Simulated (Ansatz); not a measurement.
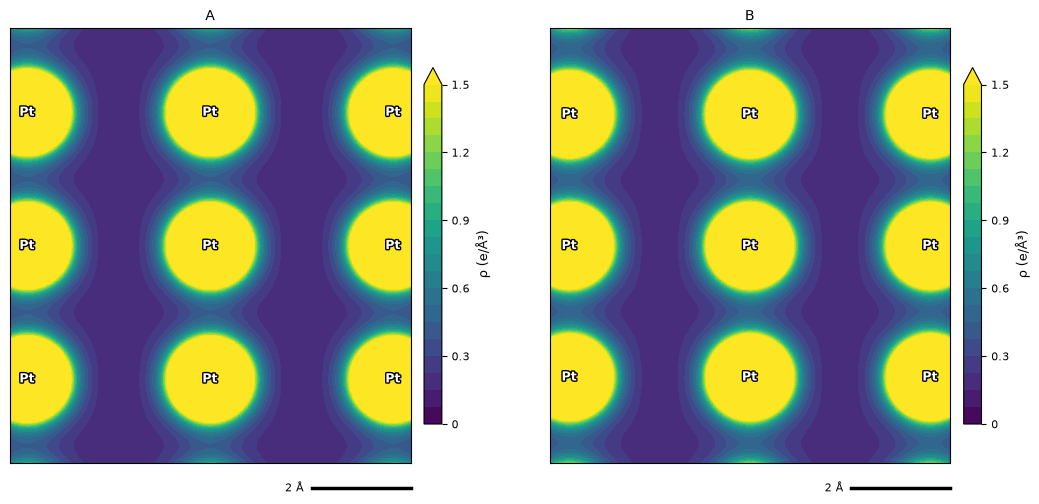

Pt. The valence pseudo-density of two cells that differ in size, on the (11̄0) plane of each (indices in the axes of the calculation cell), at one length scale and on one colour scale: A has 16.0 Å³ an atom and B 15.4.

Theory: Ansatz 0.2.0, DFT, PBE, plane waves (420 eV) with PAW, scalar-relativistic.

The density is the valence pseudo-density of a PAW calculation; it isn't the true density close to the nuclei.

> What does the compression do to the bonding and the properties?

From the larger cell to the smaller, Pt–Pt goes from 2.69 to 2.65 Å, and the density at its midpoint from 0.44 to 0.47 e/Å³; the pressure goes from 10 to 23 GPa.
